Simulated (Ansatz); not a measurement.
Al: several calculations on one system

### Relaxation

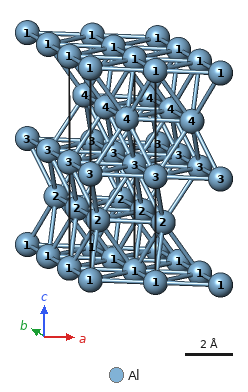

Starting structure of solid Al (set up in P6_3/mmc). A ball-and-stick model of the cell of the calculation, repeated 2 × 3 × 1 with one cell outlined, seen slightly off an axis.

Method: DFT r2SCAN, scalar-relativistic, plane waves, PAW in Ansatz 0.2.0.

Input
```yaml
crystal:
  lattice:
    - [2.8270770242, 0.0, 0.0]
    - [-1.4135385121, 2.4483205214, 0.0]
    - [0.0, 0.0, 9.18599307]
  atoms:
    - { symbol: Al, position: [0.0, 0.0, 0.0] }
    - { symbol: Al, position: [0.33333333, 0.66666667, 0.25] }
    - { symbol: Al, position: [0.0, 0.0, 0.5] }
    - { symbol: Al, position: [0.66666667, 0.33333333, 0.75] }
basis:
  ecutwfc: 500
kpoints:
  mp_grid: { grid: [18, 18, 6] }
hamiltonian:
  xc: r2scan
scf:
  occupations: { method: gaussian, width: 0.1 }
output:
  forces: true
  stress: true
  eigenvalues: true
  write_density: true
  write_potential: true
  elf: true
  volumetric_format: npy
relax:
  adjacent_minimum: "off"
  f_tol: 0.005
  max_steps: 80
  cell: { stress_tol: 0.05 }
```

Run as
```bash
ansatz run input.yaml --threads 2 --pin off --max-ram 5120MiB --backend cpu --events-out ev --progress --plain --runs-dir out
```

Question: Where does the relaxation end?

Answer: No atom moves by more than 0.005 Å relative to the cell. The drawn cell changes as follows: a = b 2.827 → 2.822 Å (−0.2 %), c 9.186 → 9.262 Å (+0.8 %); the volume changes by +0.5 %. Some distances before and after: Al1–Al2 2.817 → 2.831 Å, Al1–Al1 2.827 → 2.822 Å. The space group stays P6_3/mmc (No. 194). After 3 accepted moves (4 points after the start) the energy has fallen by 0.4 meV per atom. All forces vanish by symmetry, so only the cell relaxes. Pressure: 0.45 GPa at the start and 0.00 GPa at the end. The SCF was repeated once at an unchanged geometry on a basis and grid sized afresh for the cell, which shifted the energy by less than 0.05 meV per atom at most. Cost: 37 s on 2 threads of Intel(R) Xeon(R) Platinum 8259CL CPU @ 2.50GHz (Skylake/Cascade Lake), with other jobs on the host, peak memory 0.69 GiB.

### Scan

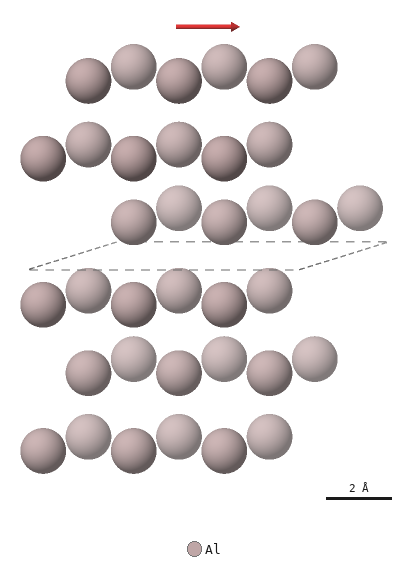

A scan of solid Al (P6_3/mmc): the crystal above a cut along the (0 0 1) plane of the conventional cell (between a plane of Al below and one of Al above, 2.32 Å apart) is slid rigidly by fractions of an in-plane lattice vector 2.82 Å long (a generalised stacking fault). One cut stands in each cell, which starts 18.5 Å high; nothing is relaxed, and the dashed outline marks the cut, the arrow on top the direction of slip. The picture shows the perfect crystal around the cut (dashed). The picture is a spheres-only view of the layers on both sides of the cut, seen from the side, nearly along the cut plane.

Computed with Ansatz 0.2.0, DFT r2SCAN, scalar-relativistic, plane waves, PAW. (plane-wave cutoff 500 eV; k-point mesh 19 × 19 × 3; occupations gaussian; smearing width 0.15 eV; no spin polarisation). Energies (free energies at the smearing named) are counted from the relaxed crystal.

Input file:
```yaml
crystal:
  lattice:
    - [-2.8221979689, 0.0, 0.0]
    - [-1.4110989845, -2.4440951356, 0.0]
    - [0.0, 0.0, 18.5241186883]
  atoms:
    - { symbol: Al, position: [1.0, 1.0, 0.0] }
    - { symbol: Al, position: [1.0, 1.0, 0.5] }
    - { symbol: Al, position: [0.3333333333, 0.3333333333, 0.125] }
    - { symbol: Al, position: [0.3333333333, 0.3333333333, 0.625] }
    - { symbol: Al, position: [1.0, 1.0, 0.25] }
    - { symbol: Al, position: [1.0, 1.0, 0.75] }
    - { symbol: Al, position: [0.6666666667, 0.6666666667, 0.375] }
    - { symbol: Al, position: [0.6666666667, 0.6666666667, 0.875] }
basis:
  ecutwfc: 500
kpoints:
  mp_grid: { grid: [19, 19, 3] }
hamiltonian:
  xc: r2scan
scf:
  occupations: { method: gaussian, width: 0.15 }
output:
  forces: true
  stress: true
  eigenvalues: true
```

Command:
```bash
ansatz run input.yaml --threads 2 --pin off --max-ram 5120MiB --backend cpu --events-out ev --progress --plain --runs-dir out
```

**Predict the energy profile (the slip: 0.00, 0.10, 0.20, 0.30, 0.40, 0.50, 0.60, 0.80, 1.00).**

```tsv
slip (fraction of the lattice vector)	γ (mJ/m²)
0.00	0
0.10	59
0.20	217
0.30	417
0.40	586
0.50	652
0.60	586
0.80	217
1.00	0
```

Points that are alike by symmetry were computed once.

The curve starts and ends at zero, since a full lattice vector restores the crystal. Its highest computed point is 652 mJ/m² at slip 0.50. The points are too sparse to place its extrema closely. Relaxation across the fault would lower the values.

### Scan

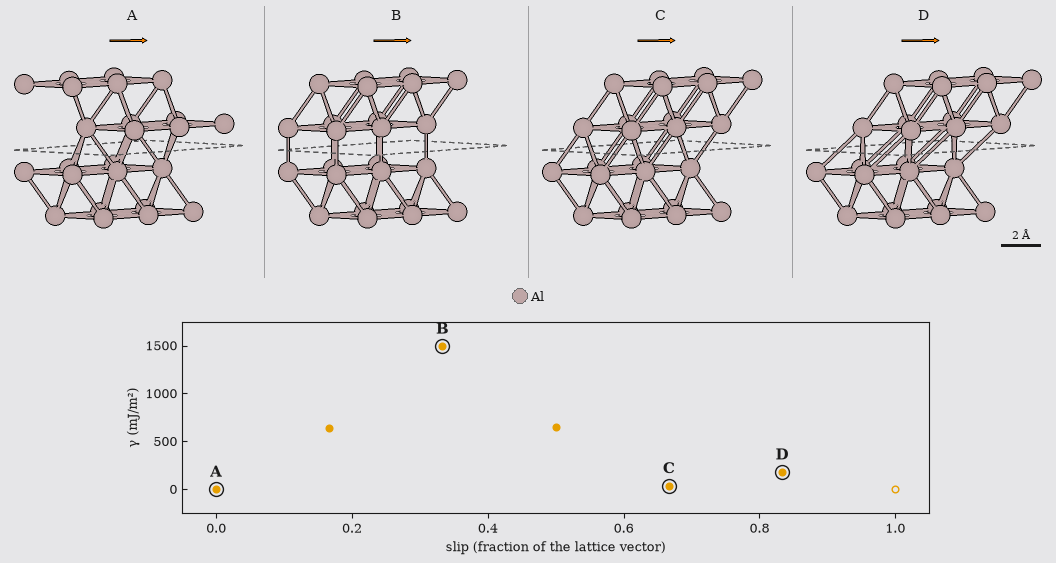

Solid Al (P6_3/mmc): the crystal above a cut along the (0 0 1) plane of the conventional cell (between a plane of Al below and one of Al above, 2.32 Å apart) is slid rigidly by fractions of an in-plane lattice vector 4.89 Å long (a generalised stacking fault). One cut stands in each cell, which starts 18.5 Å high; nothing is relaxed, and the dashed outline marks the cut, the arrow on top the direction of slip. The lettered frames are marked on the plot. Hollow markers are points alike by symmetry, not computed again. A ball-and-stick model of the layers on both sides of the cut, seen from the side, nearly along the cut plane.

Method: DFT r2SCAN, scalar-relativistic, plane waves, PAW in Ansatz 0.2.0. (plane-wave cutoff 500 eV; k-point mesh 19 × 19 × 3; occupations gaussian; smearing width 0.15 eV; no spin polarisation). Energies (free energies at the smearing named) are counted from the relaxed crystal.

Question: Read off the main features of the energy profile.

Answer: The curve starts and ends at zero, since a full lattice vector restores the crystal. Its highest computed point is 1494 mJ/m² at slip 0.333. The points are too sparse to place its extrema closely. Relaxation across the fault would lower the values.

The computed points:

| slip (fraction of the lattice vector) | γ (mJ/m²) |
| --- | --- |
| 0.000 | 0 |
| 0.167 | 639 |
| 0.333 | 1494 |
| 0.500 | 648 |
| 0.667 | 36 |
| 0.833 | 180 |
| 1.000 | 0 |

Points that are alike by symmetry were computed once.
